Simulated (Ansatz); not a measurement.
## KF (Fm-3m): refractive index against wavelength

The refractive index of KF (Fm-3m) below the direct gap (6.18 eV on the mesh) is read from one computed spectrum, n = √(Re ε).

Cell: a, b, c = 3.779, 3.779, 3.779 Å (primitive vectors), 2 atoms.

Method: Ansatz 0.2.0, PBE, independent particles, k-mesh 12×12×12 with interpolation inside its cells, Gaussian parameter 0.15 eV.

Launch of the response step: `ansatz run input.yaml --threads 4 --pin off --max-ram 8192MiB --backend cpu --events-out ev --progress --plain --runs-dir out`. The run took 3 s, on 4 threads of Arm Neoverse V2, on a shared host.

| wavelength (nm) | photon energy E (eV) | n |
| --- | --- | --- |
| 700 | 1.771 | 1.4580 |
| 633 | 1.959 | 1.4596 |
| 532 | 2.331 | 1.4635 |
| 450 | 2.755 | 1.4690 |
| 405 | 3.061 | 1.4737 |
| 365 | 3.397 | ? |
| 308 | 4.025 | 1.4939 |

In the single-oscillator model n² − 1 = E₀E_d/(E₀² − E²), so 1/(n² − 1) = E₀/E_d − E²/(E₀E_d) is linear in E².

Working, on the rows shown:

| x = E² (eV²) | y = 1/(n² − 1) |
| --- | --- |
| 3.13716 | 0.888286 |
| 3.83641 | 0.884617 |
| 5.43137 | 0.875785 |
| 7.59115 | 0.863587 |
| 9.37179 | 0.853394 |
| 16.2043 | 0.811861 |

Means: x̄ = 7.5954, ȳ = 0.86292. Σ(x − x̄)(y − ȳ) = -0.679, Σ(x − x̄)² = 116. Slope = -0.679 / 116 = -0.005855; intercept = ȳ − slope · x̄ = 0.9074. Turned back into n, the line misses the rows shown by at most 0.00041.

What does the fit predict for the withheld row, and how well does it do?

At x = 11.538 the line gives y = 0.83983, that is 1.4801. The run gave 1.4797, so the interpolation is off by 0.00041, 1.1 % of the range in the table.

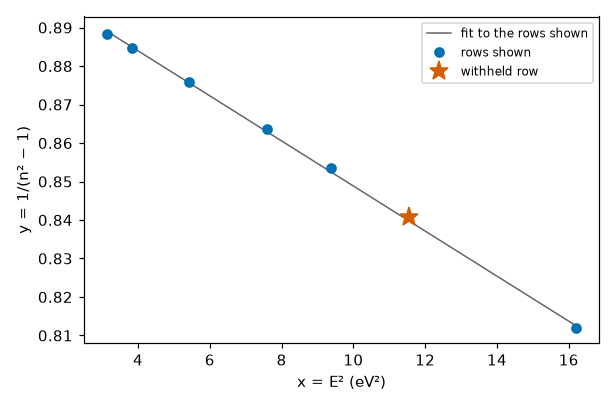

Refitted with all rows, the slope is -0.005833 and the intercept 0.90734. These give E₀ = √(intercept/−slope) = 12.47 eV and E_d = E₀/intercept = 13.7 eV; E₀ is 2.0 times the direct gap. The electronic limit at long wavelengths, without lattice vibrations, is n = √(1 + 1/intercept) = 1.450. Excitons are left out and so are local fields; PBE gaps are as a rule too small.
